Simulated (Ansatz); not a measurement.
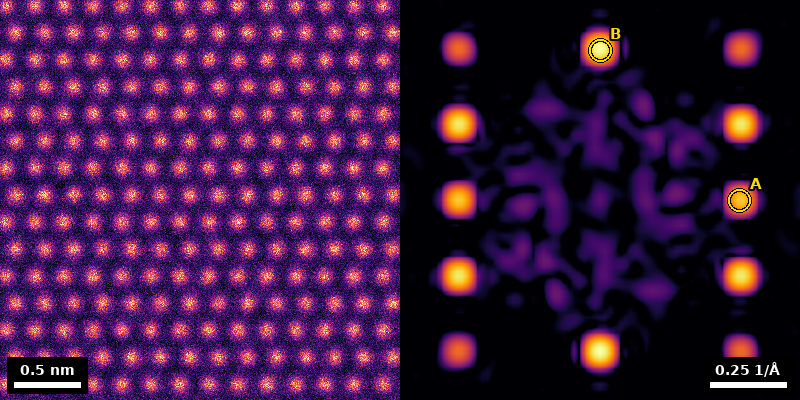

Integrated-DPC-like image of a crystal. Simulated as the projected potential of neutral atoms (B = 0.5 Å²) blurred by a 0.80 Å probe, the thin-sample limit of integrated differential phase contrast. Shot noise and the speckle of an amorphous layer were added.

The right panel is the modulus of the image's Fourier transform on a logarithmic scale.

### Which lattice spacings do the marked spots stand for, and what angle do A and B enclose?

A: 2.2 Å, B: 2.0 Å; A and B enclose about 90°.

The crystal is Co (P6_3/mmc, No. 194) along [100]; the spots are (0 -1 0) and (0 0 -2). Atomic positions: the input geometry of an electronic-structure calculation (not necessarily at equilibrium).
